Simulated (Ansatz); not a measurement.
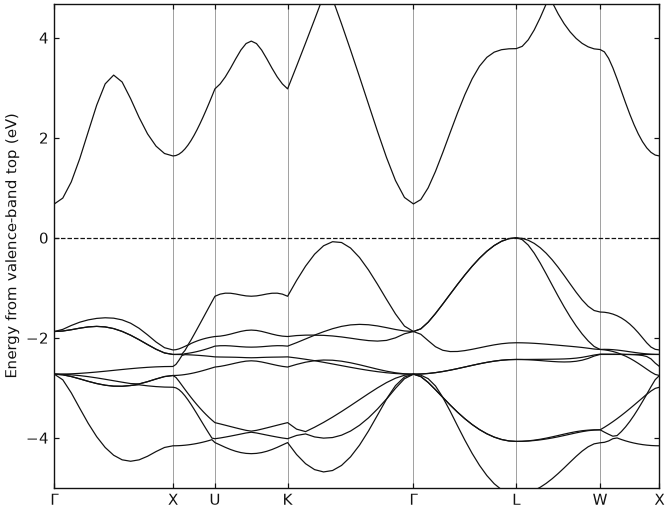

Band structure. Energies are counted from the top of the valence band. The path runs straight from each named point to the next.

System: AgBr, space group Fm-3m, 2 atoms in the cell.

```cif
data_structure
_symmetry_space_group_name_H-M 'Fm-3m'
_symmetry_Int_Tables_number 225
_cell_length_a 5.7721
_cell_length_b 5.7721
_cell_length_c 5.7721
_cell_angle_alpha 90.000
_cell_angle_beta 90.000
_cell_angle_gamma 90.000
_cell_volume 192.31
loop_
_atom_site_label
_atom_site_type_symbol
_atom_site_symmetry_multiplicity
_atom_site_Wyckoff_symbol
_atom_site_fract_x
_atom_site_fract_y
_atom_site_fract_z
_atom_site_occupancy
Ag1 Ag 4 b 0.50000 0.00000 0.00000 1
Br1 Br 4 a 0.00000 0.00000 0.00000 1
```

Level of theory: DFT, PBE, PAW with Ansatz's default frozen-core files, scalar-relativistic, no spin polarisation, 7×7×7 k mesh; code Ansatz.

Metal, semiconductor or insulator, and what is the gap?

The bands leave a gap. The gap along this path is 0.68 eV and indirect, from the valence-band top at L to the conduction-band bottom at Γ; the smallest direct gap is 2.55 eV, at Γ.

What are the direct gaps at K, Γ and L?

The direct gaps are 4.15 eV at K, 2.55 eV at Γ and 3.78 eV at L.

How many bands meet at the valence-band top?

Two bands meet at the valence-band top at L: it is doubly degenerate (spin aside).
